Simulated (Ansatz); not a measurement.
**AlO2: single-point calculation**

AlO2 (Pnma, 12 atoms in the cell), computed with DFT r2SCAN, scalar-relativistic, plane waves, PAW, no spin polarisation (Ansatz 0.2.0).

The structure derives from an entry of the Crystallography Open Database. It belongs to a series of runs on one base structure; here: structure reported for this formula (Pnma, No. 62). Figures and captions count atoms from 1; the log counts them from 0 in places.

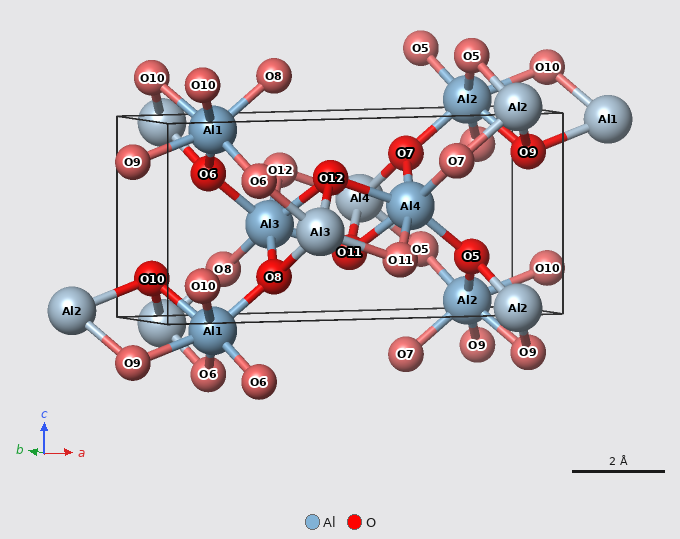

The structure (ball-and-stick view of the cell of the calculation, seen at an oblique angle; neighbours outside the cell are drawn fainter; atoms are numbered from 1 in the order of the input).

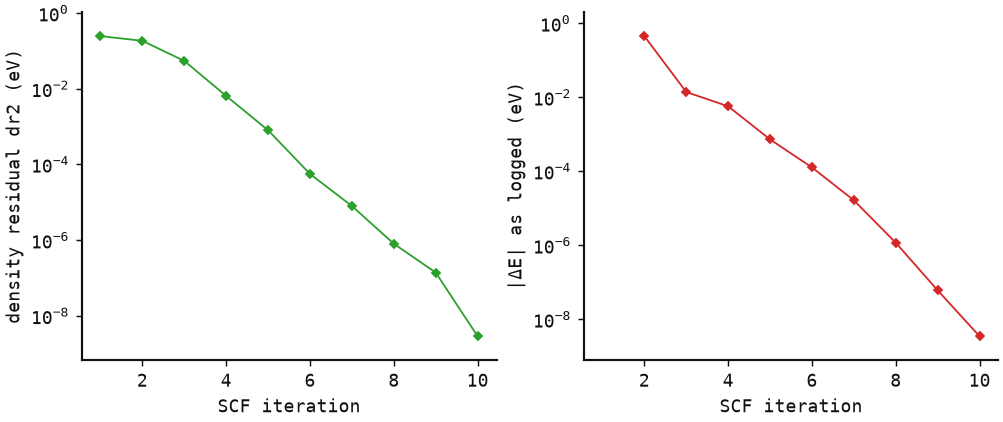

Convergence of the self-consistent field: density residual dr2 and size of the energy change against the SCF iteration. The residual falls at every step.

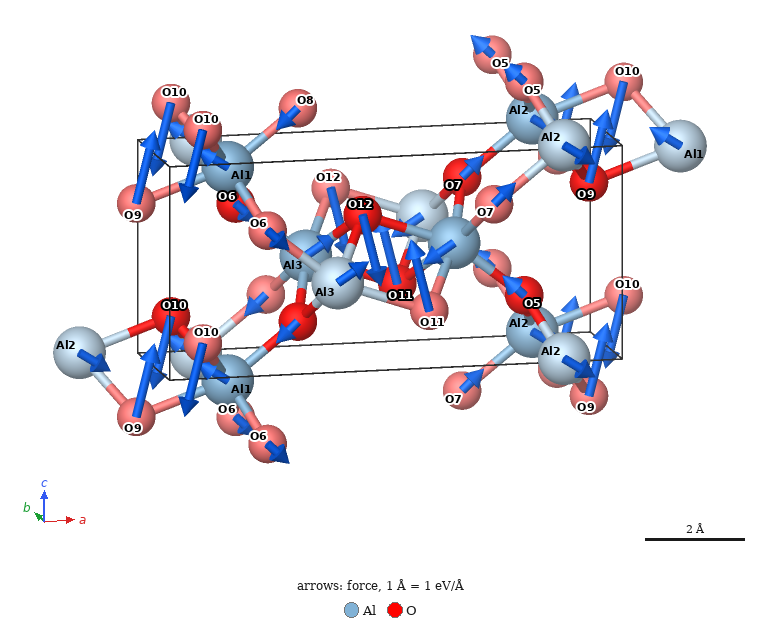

Forces on the atoms as blue arrows (ball-and-stick view of the cell of the calculation, seen slightly off an axis; neighbours outside the cell are drawn fainter; atoms are numbered from 1 in the order of the input). The largest act on O9, O10, O11, O12 (1.56 eV/Å); all 4 Al atoms (0.78 eV/Å); O5, O6, O7, O8 (0.63 eV/Å). The geometry is not a stationary point of this energy.

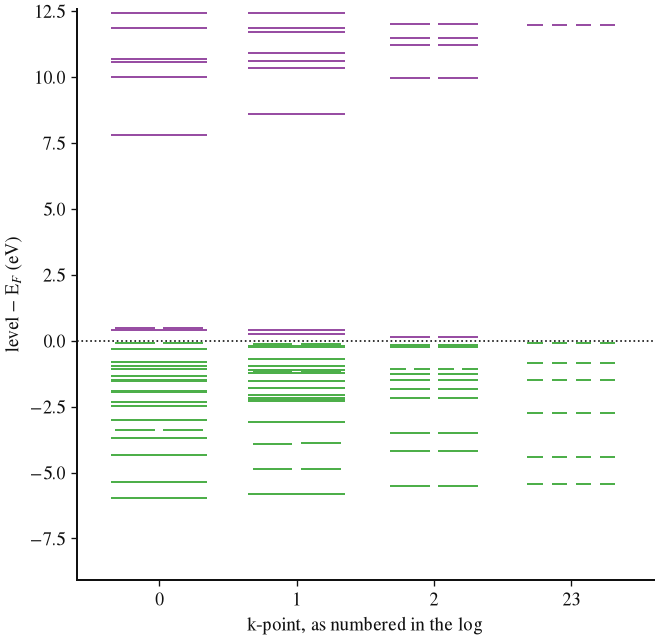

Kohn–Sham levels near the Fermi level (dotted) at the few k-points that the log prints; levels within 0.02 eV of each other stand side by side. The system is metallic on the full mesh.

These pictures come from the run below.

### The input
```yaml
crystal:
  lattice:
    - [9.44, 0.0, 0.0]
    - [0.0, 2.84, 0.0]
    - [0.0, 0.0, 4.42]
  atoms:
    - { symbol: Al, position: [0.146, 0.25, 0.952] }
    - { symbol: Al, position: [0.854, 0.75, 0.048] }
    - { symbol: Al, position: [0.354, 0.75, 0.452] }
    - { symbol: Al, position: [0.646, 0.25, 0.548] }
    - { symbol: O, position: [0.801, 0.25, 0.287] }
    - { symbol: O, position: [0.199, 0.75, 0.713] }
    - { symbol: O, position: [0.699, 0.75, 0.787] }
    - { symbol: O, position: [0.301, 0.25, 0.213] }
    - { symbol: O, position: [0.944, 0.25, 0.802] }
    - { symbol: O, position: [0.056, 0.75, 0.198] }
    - { symbol: O, position: [0.556, 0.75, 0.302] }
    - { symbol: O, position: [0.444, 0.25, 0.698] }
basis:
  ecutwfc: 500
kpoints:
  mp_grid: { grid: [2, 6, 4] }
hamiltonian:
  xc: r2scan
scf:
  occupations: { method: gaussian, width: 0.1 }
  lower_state_search: "off"
output:
  forces: true
  stress: true
  eigenvalues: true
```

Run as:
```bash
ansatz run input.yaml --threads 1 --pin off --max-ram 2560MiB --backend cpu --events-out ev --progress --plain --runs-dir out
```

### The program's output
```
Engine: ansatz 0.2.0, aarch64-unknown-linux-gnu
Pseudopotentials: kind: paw
Pseudopotential: Al, paw, valence charge 3, recommended cutoff 500 eV (meta_gga), Al.paw.azcp
Pseudopotential: O, paw, valence charge 6, recommended cutoff 500 eV (meta_gga), O.paw.azcp
Functional definition: r2SCAN
  parameter k0 = 0.174
  parameter k1 = 0.065
  parameter a1 = 4.9479
  exchange = r2scan_x(k0 = k0, k1 = k1, a1 = a1)
  correlation = r2scan_c
Crystal: 12 atoms, lattice volume = 118.498 Å³
Basis set: ecut = 500 eV, 2997 PW (Γ), exchange–correlation on 288×96×144 points (64 copies of the dense FFT grid, shifted against one another)
Bands: 42, of which v1, the nominal top of the filled ones, is band 30 counted from 1 (29 counted from 0)
Symmetry: 8 space group operations
Space group: Pnma (ITA 62), of the structure as read, at distance tolerance 4.9e-5 Å
k-points: 24 of 48
Non-local potential: Al, projectors of the file, l = 0: 2, l = 1: 2, l = 2: 1
Non-local potential: O, projectors of the file, l = 0: 2, l = 1: 2, l = 2: 1
PAW form: soft (Blöchl's): semilocal exchange-correlation on the pseudo side does not see the compensation charge
PAW frozen core: Al, regenerated for the run's functional (the file was generated under x = pbe(κ = 0.804, μ = 0.2195149727645171), c = pbe(β = 0.06672455060314922))
PAW frozen core: O, regenerated for the run's functional (the file was generated under x = pbe(κ = 0.804, μ = 0.2195149727645171), c = pbe(β = 0.06672455060314922))
PAW one-centre angular grid: Al, 302 points (default); XC on 160 Gauss nodes
PAW one-centre angular grid: O, 302 points (default); XC on 160 Gauss nodes
Initial density: superposition of atomic densities (neutral atoms: chi_scale 0, normalization atom), corrected by the library's trained network
Initial wavefunctions: pseudopotential atomic-orbital guess
Functional: x = r2scan, c = r2scan; τ floored in thin density (d = 2e-4 eV/Å³)
SCF iter   1: F=-6715.963662 eV  HF=-6715.668812 eV  |F-HF|=2.95e-1  |Δ(HF+E_count)|=         —  Δρ=1.98e-2  dr2=2.45e-1  dr2_τ=5.16e-1  ethr=1.77e-3  ⟨swp⟩=6.8  Hψ=4995  notcnv=0  defer=58
preconditioner: auto → Kerker (q_TF=auto, 2.436 Å⁻¹)  [metal: Δε(μ)=0.092 eV  Ē_g=17.180 eV  σ=0.100 eV  W_gap=0.46  n_scr=22 (ndim 8)  ℏωp=26.4 eV  f_vac=0.010  D(μ)=5.50/eV (n_scr^D=46)]
SCF iter   2: F=-6715.973726 eV  HF=-6716.116310 eV  |F-HF|=1.43e-1  |Δ(HF+E_count)|=   4.47e-1  Δρ=1.38e-2  dr2=1.84e-1  dr2_τ=2.60e-2  ethr=4.08e-4  ⟨swp⟩=2.6  Hψ=2181  notcnv=0  defer=87
SCF iter   3: F=-6716.070604 eV  HF=-6716.102549 eV  |F-HF|=3.19e-2  |Δ(HF+E_count)|=   1.38e-2  Δρ=8.50e-3  dr2=5.41e-2  dr2_τ=4.59e-3  ethr=3.07e-4  ⟨swp⟩=1.8  Hψ=1097  notcnv=0  defer=87
SCF iter   4: F=-6716.093394 eV  HF=-6716.096877 eV  |F-HF|=3.48e-3  |Δ(HF+E_count)|=   5.67e-3  Δρ=2.95e-3  dr2=6.43e-3  dr2_τ=3.17e-4  ethr=9.02e-5  ⟨swp⟩=1.0  Hψ=1017  notcnv=0  defer=87
SCF iter   5: F=-6716.095676 eV  HF=-6716.096155 eV  |F-HF|=4.79e-4  |Δ(HF+E_count)|=   7.22e-4  Δρ=8.73e-4  dr2=7.96e-4  dr2_τ=2.90e-5  ethr=1.07e-5  ⟨swp⟩=1.0  Hψ=1017  notcnv=0  defer=87
SCF iter   6: F=-6716.096004 eV  HF=-6716.096029 eV  |F-HF|=2.50e-5  |Δ(HF+E_count)|=   1.26e-4  Δρ=1.64e-4  dr2=5.57e-5  dr2_τ=1.69e-6  ethr=1.33e-6  ⟨swp⟩=2.2  Hψ=1553  notcnv=0  defer=87
SCF iter   7: F=-6716.096009 eV  HF=-6716.096012 eV  |F-HF|=3.59e-6  |Δ(HF+E_count)|=   1.63e-5  Δρ=7.16e-5  dr2=7.92e-6  dr2_τ=4.96e-7  ethr=9.28e-8  ⟨swp⟩=2.4  Hψ=1702  notcnv=0  defer=87
SCF iter   8: F=-6716.096011 eV  HF=-6716.096011 eV  |F-HF|=3.33e-7  |Δ(HF+E_count)|=   1.16e-6  Δρ=2.03e-5  dr2=7.98e-7  dr2_τ=3.35e-8  ethr=1.32e-8  ⟨swp⟩=2.0  Hψ=1406  notcnv=0  defer=87
SCF iter   9: F=-6716.096011 eV  HF=-6716.096011 eV  |F-HF|=9.66e-8  |Δ(HF+E_count)|=   5.99e-8  Δρ=8.26e-6  dr2=1.38e-7  dr2_τ=5.37e-9  ethr=1.33e-9  ⟨swp⟩=2.3  Hψ=1502  notcnv=0  defer=87
SCF iter  10: F=-6716.096011 eV  HF=-6716.096011 eV  |F-HF|=6.35e-10  |Δ(HF+E_count)|=   3.44e-9  Δρ=1.15e-6  dr2=2.86e-9  dr2_τ=7.31e-11  ethr=1.67e-10  ⟨swp⟩=16.0  Hψ=4696  notcnv=0
SCF 1 converged in 10 iterations: F = -6716.096011 eV  dr2 = 2.86e-9
  greatest PAW one-centre occupation: 0.879 electrons in one spin orbital (limit 2), on the O atom at site 11 (counted from 0), in its partial waves of l = 0
SCF converged after 10 iterations
Free energy (F): -6716.096011 eV
Harris-Foulkes:  -6716.096011 eV  (|F-HF|=6.35e-10)
Internal energy: -6716.066145 eV  (E = F + TS)
E sigma→0 (E₀):  -6716.081078 eV
Entropy (-TS):   -0.029867 eV (-2.489 meV/atom)
Fermi energy:    4.388934 eV
--- Per-component energies (eV) ---
  E_band       = -128.036657
  E_kinetic    = 1514.045415
  E_local      = -2845.129994  (includes V_loc(G=0)·N_el)
  E_nonlocal   = 414.886390
  E_hartree    = 1004.105516
  E_xc         = -735.930204
  E_vxc        = -975.325190  (∫ρ·V_xc dr)
  E_paw        = -3170.414611  (= ΣΔE_a)
  E_vpaw       = -306.652467  (= ΣTr[D̂ρ^β])
  E_aug_tail   = 0.008270  (compensation charges beyond the density's cutoff)
  E_vtau       = 61.919577  (kinetic-family band-sum trace: ∫τ·v_τ [+ j·A + Jᵃ·Aᵃ] dr)
  E_ewald      = -2897.140968
  E_core_change = -0.495959  (= ΣΔE_core)
  E_smearing   = -0.029867  (= −TS)
  E_closure    = -0.000000  (closes the sum)
  Σ components = -6716.096011   (vs F -6716.096011, Δ=0.00e0)
--- Forces (eV/Å), atoms counted from 1 ---
  atom   1  Al    -0.65649381     0.00000000     0.42236448
  atom   2  Al     0.65649381     0.00000000    -0.42236448
  atom   3  Al     0.65649381     0.00000000     0.42236448
  atom   4  Al    -0.65649381     0.00000000    -0.42236448
  atom   5  O     -0.46169611     0.00000000     0.43582984
  atom   6  O      0.46169611     0.00000000    -0.43582984
  atom   7  O      0.46169611     0.00000000     0.43582984
  atom   8  O     -0.46169611     0.00000000    -0.43582984
  atom   9  O      0.38444502     0.00000000     1.50681308
  atom  10  O     -0.38444502     0.00000000    -1.50681308
  atom  11  O     -0.38444502     0.00000000     1.50681308
  atom  12  O      0.38444502     0.00000000    -1.50681308
  max |Σ_I F_I| component: 4.44e-16 eV/Å
--- Stress (GPa, compression-positive) ---
       -6.820808       0.000000       0.000000
        0.000000      -2.000348       0.000000
        0.000000       0.000000     -14.681554
  P = ⅓ Tr σ = -7.8342 GPa (-78.342 kbar)
--- Band table (eV; the first three rows and the last of 24) ---
  k-point 0: bands = ["-15.2383", "-14.5441", "-14.4008", "-13.2074", "-13.1825", "-13.0490", "-12.6736", "-12.4360", "-1.5708", "-0.9717", "0.0521", "0.6797", "1.0028", "1.0137", "1.3784", "1.9181", "2.0750", "2.4527", "2.4926", "2.8559", "2.8810", "3.0410", "3.3060", "3.4130", "3.4363", "3.5970", "4.0723", "4.2804", "4.2887", "4.7876", "4.8836", "4.8842", "12.1920", "14.3799", "14.9483", "15.0830", "16.2416", "16.8155", "17.1226", "17.6075", "18.9042", "19.4043"]
  k-point 1: bands = ["-15.0465", "-14.3757", "-14.3545", "-13.4036", "-13.2504", "-13.2452", "-12.6931", "-12.5258", "-1.4264", "-0.4912", "-0.4789", "0.4873", "0.5027", "1.3049", "2.0901", "2.1571", "2.2183", "2.3419", "2.5820", "2.8613", "3.1650", "3.2061", "3.2260", "3.2868", "3.4086", "3.6992", "4.1539", "4.1871", "4.2481", "4.2627", "4.6454", "4.7830", "12.9863", "14.7145", "14.9812", "15.2979", "16.1096", "16.2288", "16.8289", "17.4480", "18.9658", "19.0883"]
  k-point 2: bands = ["-14.6030", "-14.6030", "-13.8720", "-13.8720", "-13.4004", "-13.4004", "-12.6509", "-12.6509", "-1.1088", "-1.1088", "0.2007", "0.2007", "0.8932", "0.8932", "2.2122", "2.2122", "2.5717", "2.5717", "2.9048", "2.9048", "3.1332", "3.1332", "3.3010", "3.3010", "3.3045", "3.3045", "4.1572", "4.1572", "4.2267", "4.2267", "4.5250", "4.5250", "14.3563", "14.3563", "15.5924", "15.5924", "15.8670", "15.8670", "16.3968", "16.3968", "19.3150", "19.3150"]
  k-point 23: bands = ["-13.3616", "-13.3616", "-13.3616", "-13.3616", "-12.8944", "-12.8944", "-12.8944", "-12.8944", "-1.0469", "-1.0469", "-1.0469", "-1.0469", "-0.0171", "-0.0171", "-0.0171", "-0.0171", "1.6525", "1.6525", "1.6525", "1.6525", "2.9035", "2.9035", "2.9035", "2.9035", "3.5357", "3.5357", "3.5357", "3.5357", "4.3131", "4.3131", "4.3131", "4.3131", "16.3587", "16.3587", "16.3587", "16.3587", "17.1829", "17.1829", "17.1829", "17.1829", "19.5498", "19.5498"]
```

### Summary

| quantity | value |
| --- | --- |
| outcome | converged |
| space group (tolerance 0.01 Å) | Pnma (62) |
| electrons treated | 60 |
| free energy | −6716.0960 eV |
| Fermi energy | 4.389 eV |
| gap on the k-point mesh | none (metallic) |
| pressure | −7.83 GPa |
| largest force (length of the vector) | 1.555 eV/Å |
| hardware | 1 thread of Arm Neoverse V2, 128 GiB of memory available, shared host |
| wall time | 29 s |
| peak memory | 0.66 GiB |
